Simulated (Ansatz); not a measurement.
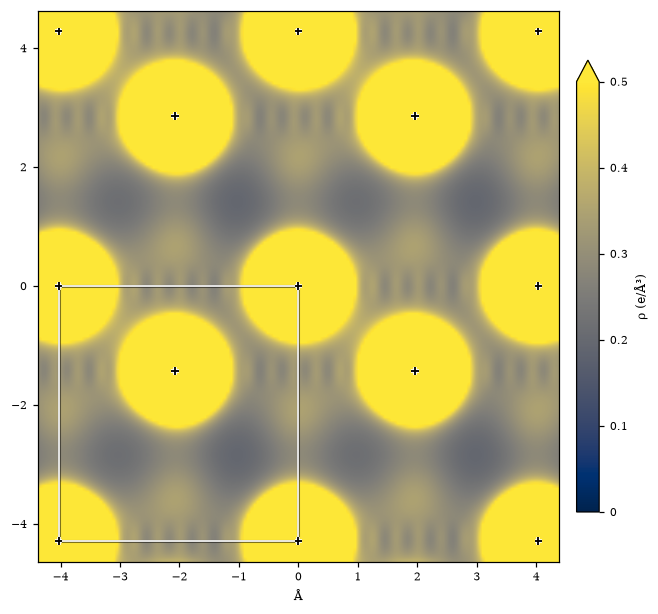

The valence electron density on a plane through atoms (crosses mark nuclei in the plane).

Level of theory: DFT r2SCAN, scalar-relativistic, plane waves, PAW in Ansatz.

Candidates:
A. Si2W, a = 3.21 Å, b = 3.21 Å, c = 7.80 Å, α = 90.00°, β = 90.00°, γ = 90.00°. Space group I4/mmm.
B. Co, a = 2.47 Å, b = 2.47 Å, c = 4.03 Å, α = 90.00°, β = 90.00°, γ = 120.00°. Space group P-3m1; a structure from a database of computed crystals, not necessarily the ambient phase; spin-polarised.
C. Co3Si, a = 4.91 Å, b = 4.91 Å, c = 4.06 Å, α = 90.00°, β = 90.00°, γ = 120.00°. Space group P6₃/mmc; a structure from a database of computed crystals, not necessarily the ambient phase; spin-polarised.

> Which candidate gave the map?

Candidate B: Co on the (110) plane of the conventional cell, which holds Co. Co–Co (2.43 Å): the density is about 0.38 e/Å³ at the midpoint. Co–Co (2.52 Å): ρ is about 0.32 e/Å³ halfway.
